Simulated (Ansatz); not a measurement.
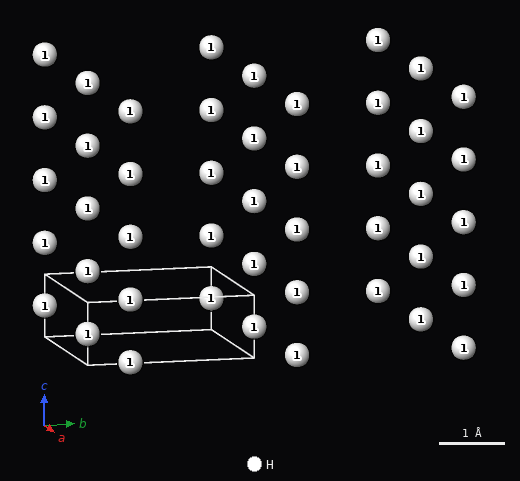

The starting point is a symmetric starting cell of H. The picture is a ball-and-stick view of the cell of the calculation, repeated 2 × 2 × 5 with one cell outlined, seen slightly off an axis.

Computed with DFT r2SCAN, scalar-relativistic, plane waves, PAW (Ansatz). Settings: plane-wave cutoff 500 eV; k-point mesh 14 × 14 × 34; occupations gaussian; smearing width 0.05 eV; no spin polarisation.

Change: The cell is strained by −6.3 % along c and +2.7 % across it (volume −1.0 %), the atoms keeping their fractional coordinates. No relaxation follows. The starting cell wasn't computed here and needn't be at equilibrium, so pressure and forces aren't due to the change alone.

The input:
```yaml
crystal:
  lattice:
    - [2.7224243151, 0.0, 0.0]
    - [0.0, 2.7224243151, 0.0]
    - [0.0, 0.0, 0.9191826977]
  atoms:
    - { symbol: H, position: [0.0, 0.0, 0.5] }
basis:
  ecutwfc: 500
kpoints:
  mp_grid: { grid: [14, 14, 34] }
hamiltonian:
  xc: r2scan
scf:
  occupations: { method: gaussian, width: 0.05 }
output:
  forces: true
  stress: true
  eigenvalues: true
```

Question: What is the effect?

Answer: The space group stays P4/mmm (No. 123). The pressure is 7.7 GPa (not all of it need come from the change, since the unchanged cell can be under pressure at this level too). The principal stresses (compression positive) are 21.6 GPa along c and 0.8 GPa across it. All forces vanish by symmetry.

Drawn alike, the variant:

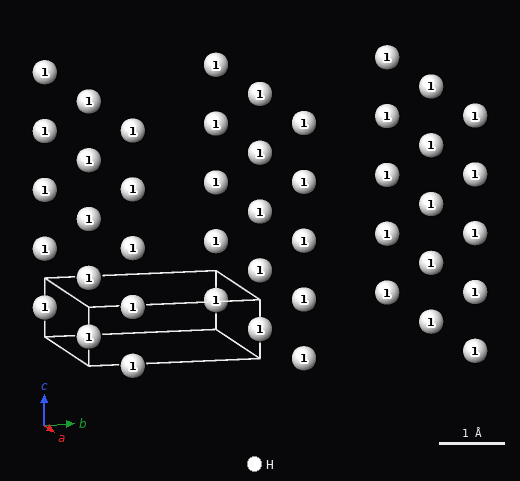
